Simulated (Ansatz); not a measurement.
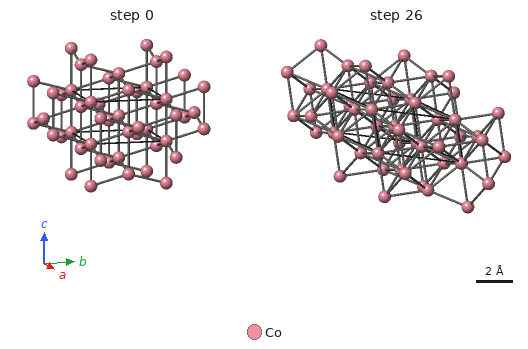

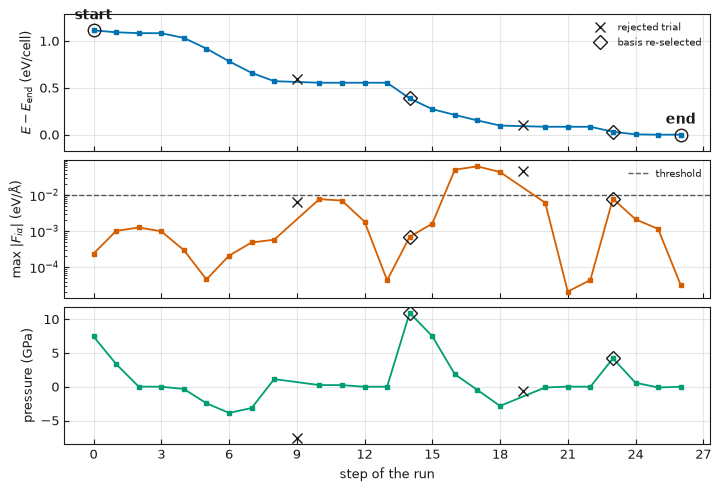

First and last geometry of a relaxation of solid Co (a generated structure, set up in I4_1/amd), with the history of the run. The picture is a ball-and-stick view of the conventional cell (2 times the calculation's cell), seen slightly off an axis. Lengths and directions refer to the drawn axes.

Phase: beta-Sn type.

Method: DFT, PBE, plane waves (420 eV) with PAW, scalar-relativistic (Ansatz 0.2.0). (plane-wave cutoff 420 eV; k-point mesh 15 × 15 × 10; occupations fermi dirac; smearing width 0.05 eV; collinear spin; cell and atoms relaxed; force threshold 0.01 eV/Å; at most 60 steps)

> What do the curves and the structures tell?

The run was cut off at its time limit before the program reported convergence, but its last step already meets the force threshold: the largest component is under 0.0001 eV/Å against 0.01 eV/Å. The pressure is within 0.01 GPa of its target. The energy falls by 1.114 eV per cell of the calculation in 22 accepted moves (26 points after the start). The largest force component goes from 0.00024 to under 0.0001 eV/Å. The pressure goes from 7.45 to 0.00 GPa. The line search rejected the trial steps at points 9, 19 of the run. At 2 points the geometry stayed and the basis and grid were re-selected for the new cell (energy shift of 0.168 eV per cell of the calculation at most each time). The largest moves relative to the cell, 0.18 Å, are those of Co atoms. Cell: a = b 4.400 → 4.741 Å (+7.8 %), c 2.402 → 2.493 Å (+3.8 %), α 90.0° → 105.2°, β 90.0° → 105.2°, γ 90.0° → 54.2°. Volume −6.6 %. Some distances before and after: Co–Co 3.335 → 2.494 Å, Co–Co 2.844 → 2.479 Å, Co–Co 2.280 → 2.477 Å, Co–Co 2.402 → 2.493 Å. New bonds form: Co–Co (3.34 → 2.49 Å). Bond angles that change, for instance: Co–Co–Co 94.0° → 146.1°, Co–Co–Co 94.0° → 60.5°, Co–Co–Co 105.3° → 90.1°. The space group (tolerance 0.01 Å) goes from I4_1/amd (No. 141) to P6_3/mmc (No. 194). The program noted that the starting moments weren't kept.

```json
{"step": "0", "E − E(0), meV/atom": "0.00", "largest force component, eV/Å": "0.0002", "pressure, GPa": "7.45", "volume, Å³/atom": "11.627", "note": ""}
{"step": "1", "E − E(0), meV/atom": "-10.33", "largest force component, eV/Å": "0.0010", "pressure, GPa": "3.37", "volume, Å³/atom": "11.873", "note": ""}
{"step": "2", "E − E(0), meV/atom": "-14.88", "largest force component, eV/Å": "0.0013", "pressure, GPa": "0.03", "volume, Å³/atom": "12.100", "note": ""}
{"step": "3", "E − E(0), meV/atom": "-15.28", "largest force component, eV/Å": "0.0010", "pressure, GPa": "0.01", "volume, Å³/atom": "12.101", "note": ""}
{"step": "4", "E − E(0), meV/atom": "-40.30", "largest force component, eV/Å": "0.0003", "pressure, GPa": "-0.32", "volume, Å³/atom": "12.040", "note": ""}
{"step": "5", "E − E(0), meV/atom": "-97.49", "largest force component, eV/Å": "0.0000", "pressure, GPa": "-2.44", "volume, Å³/atom": "11.940", "note": ""}
{"step": "6", "E − E(0), meV/atom": "-165.06", "largest force component, eV/Å": "0.0002", "pressure, GPa": "-3.87", "volume, Å³/atom": "11.707", "note": ""}
{"step": "7", "E − E(0), meV/atom": "-226.95", "largest force component, eV/Å": "0.0005", "pressure, GPa": "-3.15", "volume, Å³/atom": "11.336", "note": ""}
{"step": "8", "E − E(0), meV/atom": "-271.28", "largest force component, eV/Å": "0.0006", "pressure, GPa": "1.14", "volume, Å³/atom": "10.873", "note": ""}
{"step": "9", "E − E(0), meV/atom": "-261.01", "largest force component, eV/Å": "0.0066", "pressure, GPa": "-7.60", "volume, Å³/atom": "10.687", "note": "rejected"}
{"step": "10", "E − E(0), meV/atom": "-279.66", "largest force component, eV/Å": "0.0078", "pressure, GPa": "0.25", "volume, Å³/atom": "10.707", "note": ""}
{"step": "11", "E − E(0), meV/atom": "-279.66", "largest force component, eV/Å": "0.0071", "pressure, GPa": "0.25", "volume, Å³/atom": "10.707", "note": ""}
{"step": "12", "E − E(0), meV/atom": "-279.67", "largest force component, eV/Å": "0.0018", "pressure, GPa": "0.00", "volume, Å³/atom": "10.718", "note": ""}
{"step": "13", "E − E(0), meV/atom": "-279.67", "largest force component, eV/Å": "0.0000", "pressure, GPa": "0.01", "volume, Å³/atom": "10.717", "note": ""}
{"step": "14", "E − E(0), meV/atom": "-363.53", "largest force component, eV/Å": "0.0007", "pressure, GPa": "10.95", "volume, Å³/atom": "10.717", "note": "same geometry, new basis"}
{"step": "15", "E − E(0), meV/atom": "-420.68", "largest force component, eV/Å": "0.0016", "pressure, GPa": "7.49", "volume, Å³/atom": "10.742", "note": ""}
{"step": "16", "E − E(0), meV/atom": "-451.35", "largest force component, eV/Å": "0.0511", "pressure, GPa": "1.85", "volume, Å³/atom": "10.938", "note": ""}
{"step": "17", "E − E(0), meV/atom": "-480.89", "largest force component, eV/Å": "0.0631", "pressure, GPa": "-0.47", "volume, Å³/atom": "10.934", "note": ""}
{"step": "18", "E − E(0), meV/atom": "-508.26", "largest force component, eV/Å": "0.0439", "pressure, GPa": "-2.84", "volume, Å³/atom": "10.867", "note": ""}
{"step": "19", "E − E(0), meV/atom": "-507.46", "largest force component, eV/Å": "0.0470", "pressure, GPa": "-0.63", "volume, Å³/atom": "10.627", "note": "rejected"}
{"step": "20", "E − E(0), meV/atom": "-514.69", "largest force component, eV/Å": "0.0062", "pressure, GPa": "-0.10", "volume, Å³/atom": "10.700", "note": ""}
{"step": "21", "E − E(0), meV/atom": "-514.77", "largest force component, eV/Å": "0.0000", "pressure, GPa": "0.02", "volume, Å³/atom": "10.688", "note": ""}
{"step": "22", "E − E(0), meV/atom": "-514.77", "largest force component, eV/Å": "0.0000", "pressure, GPa": "0.00", "volume, Å³/atom": "10.689", "note": ""}
{"step": "23", "E − E(0), meV/atom": "-541.25", "largest force component, eV/Å": "0.0080", "pressure, GPa": "4.21", "volume, Å³/atom": "10.689", "note": "same geometry, new basis"}
{"step": "24", "E − E(0), meV/atom": "-555.34", "largest force component, eV/Å": "0.0021", "pressure, GPa": "0.59", "volume, Å³/atom": "10.840", "note": ""}
{"step": "25", "E − E(0), meV/atom": "-556.94", "largest force component, eV/Å": "0.0012", "pressure, GPa": "-0.10", "volume, Å³/atom": "10.867", "note": ""}
{"step": "26", "E − E(0), meV/atom": "-556.96", "largest force component, eV/Å": "0.0000", "pressure, GPa": "0.00", "volume, Å³/atom": "10.862", "note": ""}
```
